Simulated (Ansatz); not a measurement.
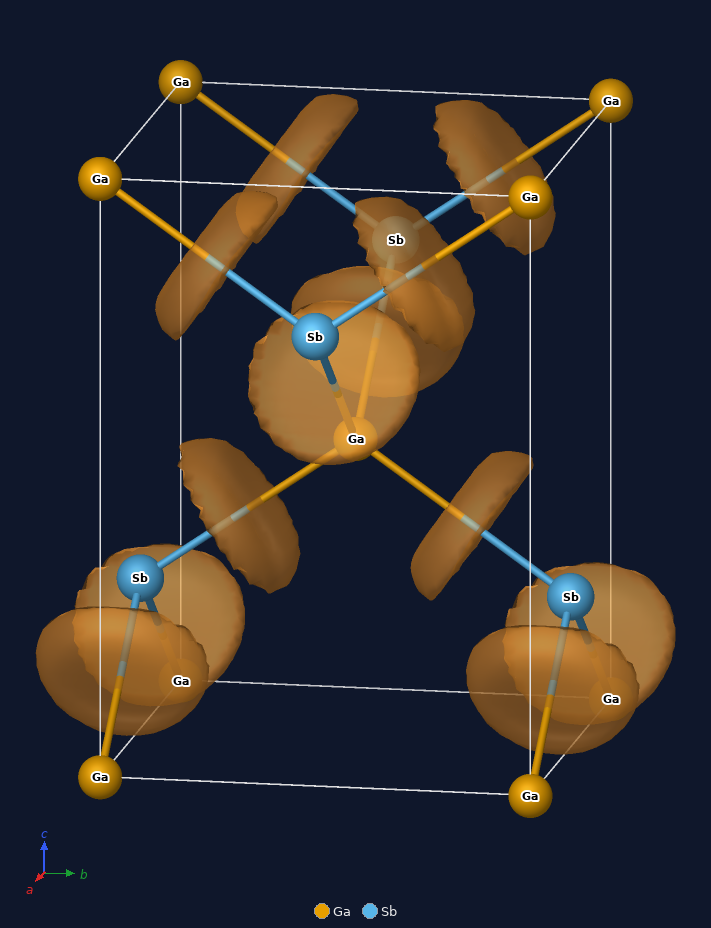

*GaSb. Isosurface of the ELF at 0.6 (orange), seen slightly off an axis. Only the valence region is drawn (cores and ρ < 0.01 e/Å³ removed). Sticks mark near contacts.*

Space group Imm2; started from the zincblende prototype, which need not be the ambient phase; changed on purpose from its base cell (shear xy strain +1.5%).

All numbers below come from DFT, r2SCAN, plane waves, PAW in Ansatz.

Core electrons are frozen (PAW), and the valence fields are smoothed inside the atomic spheres.

Identify the bonds, lone pairs and shells in this picture.

The surface consists of eight regions between bonded Ga–Sb atoms (shared pairs), counted in one cell of 4 atoms. Regions shared between cells count once. Profiles from the grid: Ga–Sb (2.65 Å): the ELF peaks at about 0.75 between the atoms.

Does the calculation give a band gap?

It is gapped, with a Kohn–Sham gap of 0.35 eV on the k-point mesh, an upper bound to the gap of this method.
